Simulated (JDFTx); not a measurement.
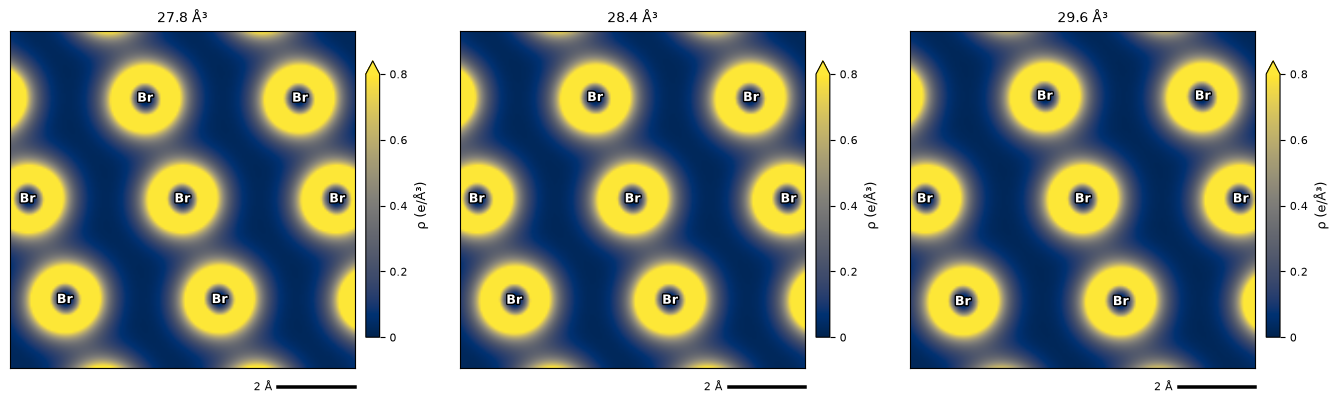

Br. The valence pseudo-density of cells scaled evenly to different volumes (given per atom above each panel), on the (101̄) plane of each (indices in the axes of the cell below), at one length scale and on one colour scale.

A structure from a database of computed crystals, not necessarily the ambient phase.

Theory: Kohn-Sham DFT of a periodic cell, PBE, PseudoDojo-SR-PBE-0.5-standard in JDFTx.

In a pseudopotential calculation such maps are meaningful between the atoms, not at the nuclei.

The largest cell:

```yaml
crystal:
  lattice:
    - [-1.44222, 1.44222, 3.62460]
    - [1.44222, -1.44222, 3.62460]
    - [1.44222, 1.44222, -3.62460]
  atoms:
    - { symbol: Br, position: [0.00000, 0.00000, 0.00000] }
```

| volume (Å³/atom) | Br–Br contact in the plane (Å) | ρ at its midpoint (e/Å³) | pressure (GPa) | 
| --- | --- | --- | --- |
| 27.84 | 2.809 | 0.287 | 3.1 | 
| 28.42 | 2.828 | 0.276 | 2.2 | 
| 29.00 | 2.847 | ? | ? | 
| 29.58 | 2.866 | 0.258 | 0.6 | 
| 30.16 | 2.884 | 0.249 | 0.0 | 

What values belong in the row with question marks?

Over the known rows ln ρ falls by 1.87 per Å of Br–Br distance (a least-squares line), which gives 0.267 e/Å³ at 2.847 Å; the calculation gives 0.267 e/Å³. For the pressure, a straight line in volume between the neighbouring rows gives 1.4 GPa; the calculation gives 1.4.
